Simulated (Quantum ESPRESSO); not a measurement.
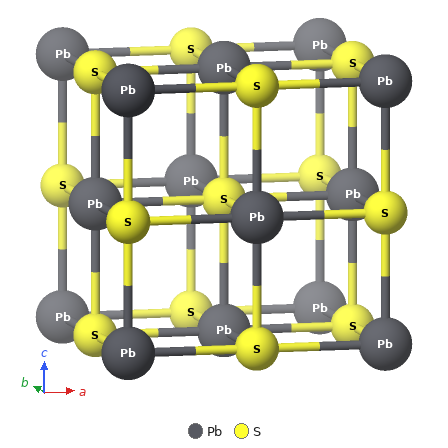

System: PbS, space group Fm-3m (No. 225). The picture shows the conventional cell.

Input file:
```
&CONTROL
  calculation = 'scf'
  prefix = 'pwscf'
  outdir = './tmp'
  pseudo_dir = './pseudo'
  tprnfor = .true.
  tstress = .true.
  disk_io = 'nowf'
/
&SYSTEM
  ibrav = 0
  nat = 2
  ntyp = 2
  ecutwfc = 56
  nbnd = 14
  input_dft = 'bhandhlyp'
  occupations = 'fixed'
  nqx1 = 2
  nqx2 = 2
  nqx3 = 2
  ecutfock = 112
/
&ELECTRONS
  conv_thr = 1d-07
  electron_maxstep = 120
  mixing_beta = 0.5
  adaptive_thr = .true.
/
ATOMIC_SPECIES
Pb   207.2000 Pb_ONCV_PBE-1.2.upf
S     32.0600 S_ONCV_PBE-1.2.upf
CELL_PARAMETERS angstrom
   0.0000000000    2.9657500000    2.9657500000
   2.9657500000    0.0000000000    2.9657500000
   2.9657500000    2.9657500000    0.0000000000
ATOMIC_POSITIONS crystal
Pb     0.0000000000    0.0000000000    0.0000000000
S      0.5000000000    0.5000000000    0.5000000000
K_POINTS automatic
4 4 4 0 0 0
```

Run as:
```bash
OMP_NUM_THREADS=1 mpirun -n 2 pw.x -in pw.in > pw.out
```

Computed with Quantum ESPRESSO 7.5: plane-wave DFT, no spin polarisation; energies at scaled volumes of the given cell, shape and fractions fixed, counted from the fit's minimum, third-order Birch-Murnaghan fit. Level: BHandHLYP.

| setting | value |
| --- | --- |
| k mesh | 4×4×4 |
| occupations | fixed |
| potentials | SG15 PBE 1.2 |
| wave cutoff | 761.9 eV |
| density cutoff | 3048 eV |
| program settings | exchange q mesh 2,2,2 |

Describe the result: the energy and pressure against volume. The volume takes the values 24.52, 25.04, 25.56, 26.09, 26.61, 27.13, 27.65 Å³/atom.

A third-order Birch–Murnaghan fit gives V0 = 25.98 Å³/atom, B0 = 61.6 GPa and B′ = 4.5. The energy is 17.52 meV/atom at volume 24.52 Å³/atom and 18.43 meV/atom at 27.65 Å³/atom; the lowest computed point is at volume 26.09 Å³/atom (0.08 meV/atom), in a single well. The pressure falls from −9.32 GPa at volume 24.52 Å³/atom to −14.73 GPa at 27.65 Å³/atom.

| volume (Å³/atom) | energy (meV/atom) | pressure (GPa) |
| --- | --- | --- |
| 24.52 | 17.52 | −9.32 |
| 25.04 | 6.95 | −10.52 |
| 25.56 | 1.33 | −11.59 |
| 26.09 | 0.08 | −12.53 |
| 26.61 | 2.79 | −13.36 |
| 27.13 | 9.01 | −14.09 |
| 27.65 | 18.43 | −14.73 |

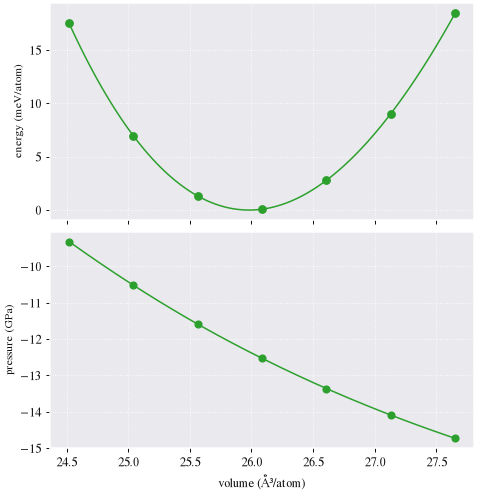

Limits of the calculation: coarse k mesh; coarse mesh for exact exchange; the fit and the printed pressures don't fully agree, or the minimum lies near the end of the range; potentials made for another functional; spin-orbit coupling left out, heavy elements.
